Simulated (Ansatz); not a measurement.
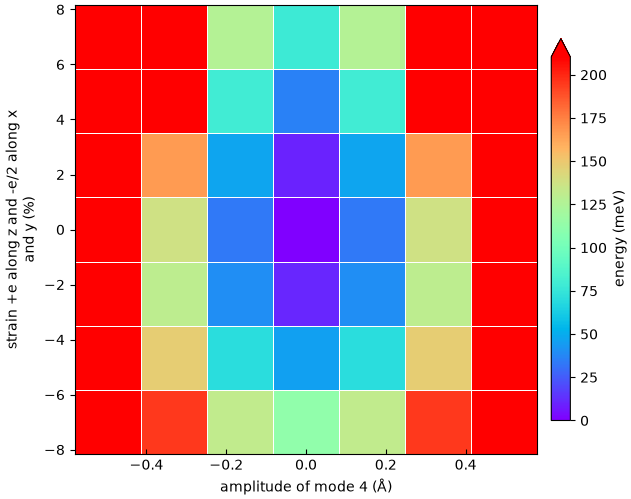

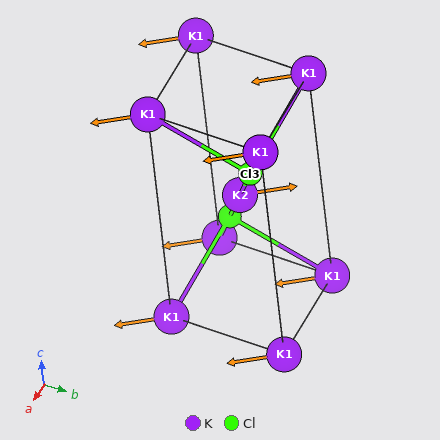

Energy landscape of KCl (Fm-3m, No. 225; 4 atoms in the cell). 
- The energy is mapped over a normal mode and a strain (zone-centre modes of the 4-atom cell of this scan, which folds in the wave vector (0, 0, 1/2) of the primitive cell) (x, y and z along the cube axes).
- The first coordinate is: amplitude of mode 4 (92 cm⁻¹), largest displacement in the unstrained cell; the second: strain +e along z and -e/2 along x and y.
- Nothing is relaxed (the pattern is fixed in fractional coordinates).
- The scan uses a 7 × 7 grid; 28 points were computed and 21 follow by symmetry.
- Points are written as (first, second).
- Energies: meV per cell, counted from the lowest grid point.
- Theory: Ansatz 0.2.0, DFT PBE, scalar-relativistic, plane waves, PAW. Settings: cutoff 420 eV, k-mesh 6×6×6, gaussian smearing 0.05 eV, no spin polarisation.

Drawn: one coloured cell a grid point, one colour for all values above the top of the scale. The second picture is the structure at the lowest point

Q: What does the map say about the system?

A: The lowest grid point is at (0.000 Å, 0.00 %). It is the only kind of minimum in the scanned range. The highest grid point, (−0.497 Å, 7.00 %), lies 546 meV above the lowest. The gap on the k-mesh is 5.0 eV at the lowest point and runs from 5.0 to 5.1 eV over the map.

The values on the grid:

```csv
"second ↓, first →",−0.497,−0.331,−0.166,0.000,0.166,0.331,0.497
7.00,546,279,127,78,127,279,546
4.67,452,214,79,36,79,214,452
2.33,378,166,48,9,48,166,378
0.00,324,138,34,0,34,138,324
−2.33,293,130,40,11,40,130,293
−4.67,286,147,70,46,70,147,286
−7.00,310,195,132,112,132,195,310
```

The whole map (28 points run) took 13 min on 1 thread of Arm Neoverse N1, with other jobs on the host.
